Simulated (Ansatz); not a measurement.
SiO₂ (space group P-4m2, No. 115). Coordinates: the end point of a relaxation with DFT, PBE, plane waves, PAW (Ansatz).

```cif
data_structure
_symmetry_space_group_name_H-M 'P 1'
_symmetry_Int_Tables_number 1
_cell_length_a 6.9608
_cell_length_b 6.9608
_cell_length_c 6.4715
_cell_angle_alpha 90.000
_cell_angle_beta 90.000
_cell_angle_gamma 90.000
_cell_volume 313.56
loop_
_atom_site_label
_atom_site_type_symbol
_atom_site_fract_x
_atom_site_fract_y
_atom_site_fract_z
_atom_site_occupancy
Si1 Si 0.26921 0.00000 0.11936 1
Si2 Si 0.00000 0.73079 0.88064 1
Si3 Si 0.00000 0.26921 0.88064 1
Si4 Si 0.73079 0.00000 0.11936 1
Si5 Si 0.00000 0.00000 0.50000 1
O1 O 0.19263 0.00000 0.35717 1
O2 O 0.00000 0.80737 0.64283 1
O3 O 0.00000 0.19263 0.64283 1
O4 O 0.80737 0.00000 0.35717 1
O5 O 0.19214 0.19214 0.00000 1
O6 O 0.19214 0.80786 0.00000 1
O7 O 0.80786 0.19214 0.00000 1
O8 O 0.80786 0.80786 0.00000 1
O9 O 0.50000 0.00000 0.12081 1
O10 O 0.00000 0.50000 0.87919 1
```

Bonds are taken as O–Si below 1.8 Å; no other contact counts. The graph is simplified in the usual way: terminal and isolated atoms are pruned, two-connected atoms become edges.

Derive the underlying net.

The result is a binodal (4,4)-connected, three-periodic net: Si(1d) is a 4-connected node; Si(4j) is a 4-connected node, in the ratio 1:4. O becomes part of the edges. It is a single net, without interpenetration.

```json
{"node": "Si(1d)", "links": "4", "point symbol": "4²·8⁴", "coordination sequence": "4 8 18 32 52"}
{"node": "Si(4j)", "links": "4", "point symbol": "4³·8³", "coordination sequence": "4 9 19 35 52"}
```

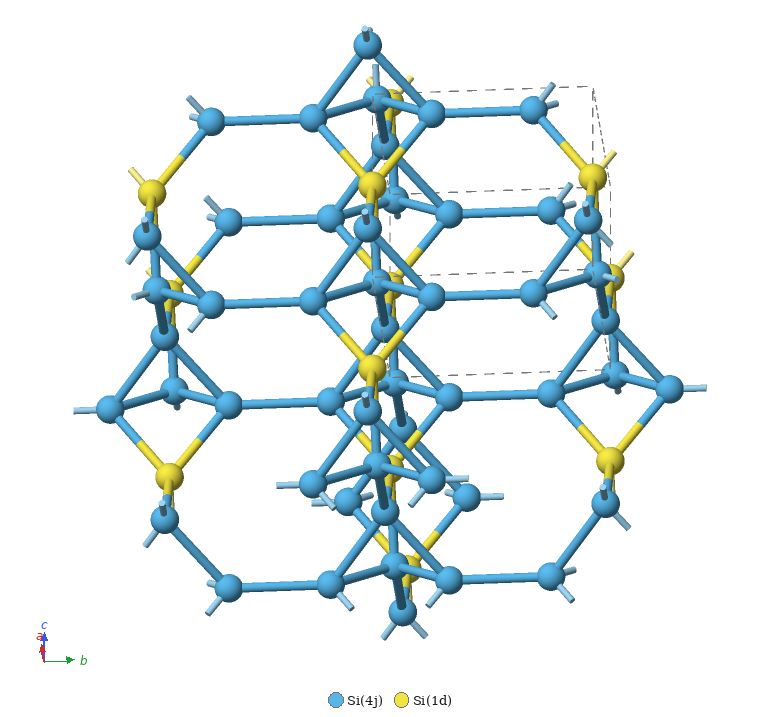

Nodes are coloured by topological kind. Short stubs are edges that leave the cut-out.
